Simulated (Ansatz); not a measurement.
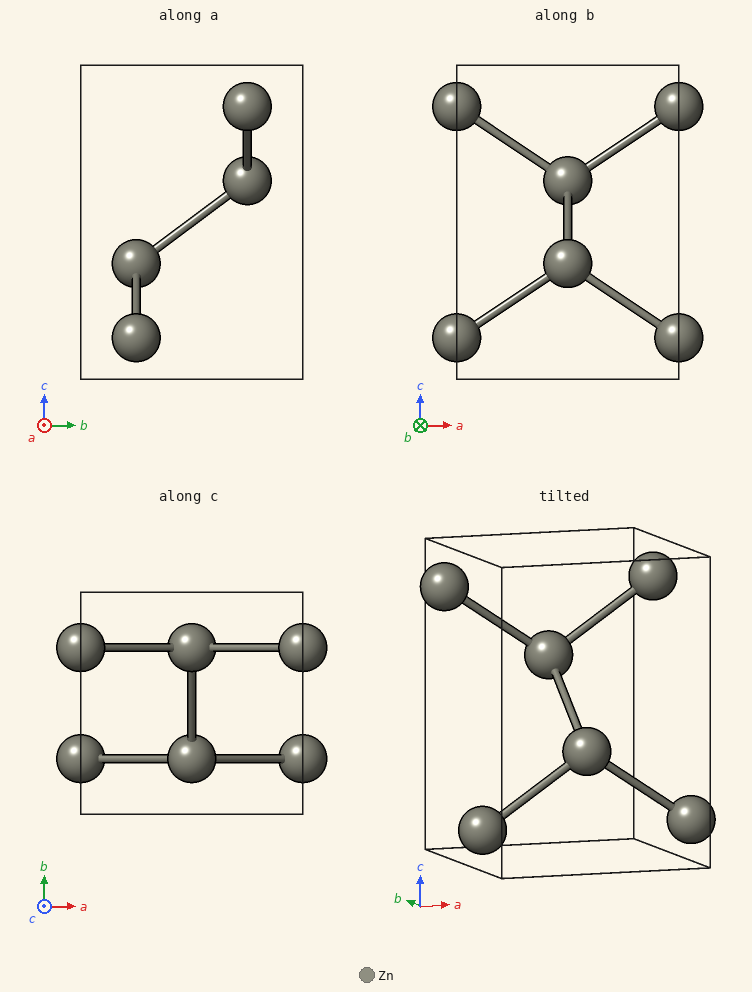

Ball-and-stick drawing of the structure, looking along the a axis, along the b axis, along the c axis and slightly off an axis. The edges of the conventional unit cell are marked.

Lattice parameters: a = 4.114 Å, b = 4.114 Å, c = 5.818 Å, α = 90.00°, β = 90.00°, γ = 90.00°. Put a along x and b in the xy plane.

> Record the structure as a POSCAR file, with free fractional coordinates to two decimals.

```
Zn
1.0
     4.114    0.000    0.000
     0.000    4.114    0.000
     0.000    0.000    5.818
Zn
4
Direct
  0.50 0.75 0.63
  0.00 0.75 0.87
  0.00 0.25 0.13
  0.50 0.25 0.37
```

Origin of the cell: a structure type filled with this element by a generator (whether the element takes this form wasn't checked). The cell was then strained or its atoms displaced on purpose. Ansatz was used for an electronic-structure calculation on it.
